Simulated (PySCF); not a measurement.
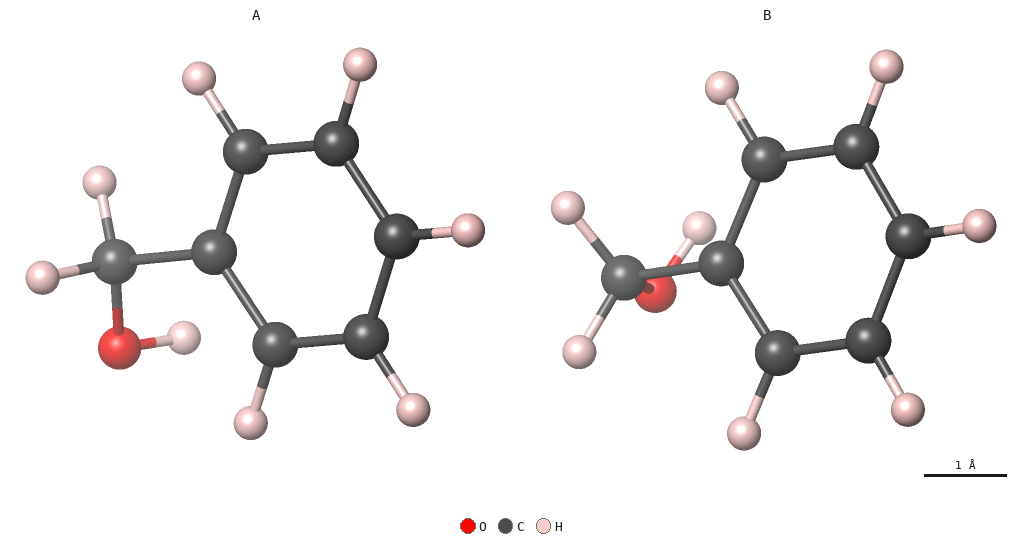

Two geometries of C$_{7}$H$_{8}$O, drawn at one scale. One is the start of a relaxation, the other its converged end. A ball-and-stick model, seen from a free direction.

The calculation used PBE0-D3(BJ)/def2-SVP geometry optimisation, gas phase in PySCF. 

Question: Which geometry has the lower energy?

Answer: Structure A is the relaxed one. The start comes from GFN2-xTB. Its atoms were then displaced at random by about 0.01 Å. The energy falls by 0.250 eV in 21 geometry steps. The atom that moves furthest after the best rigid fit is an H atom (1.35 Å). By element the largest moves are H 1.35 Å, O 0.84 Å, C 0.34 Å. Some distances before and after: C–C 1.348 → 1.393 Å, C–H 1.051 → 1.093 Å, C–C 1.371 → 1.395 Å, C–C 1.419 → 1.398 Å. Bond angles that change, for instance: O–C–C 110.9° → 113.8°, C–C–C 116.1° → 118.9°, C–C–H 116.2° → 118.7°. Groups turn about C–C by about 60°.
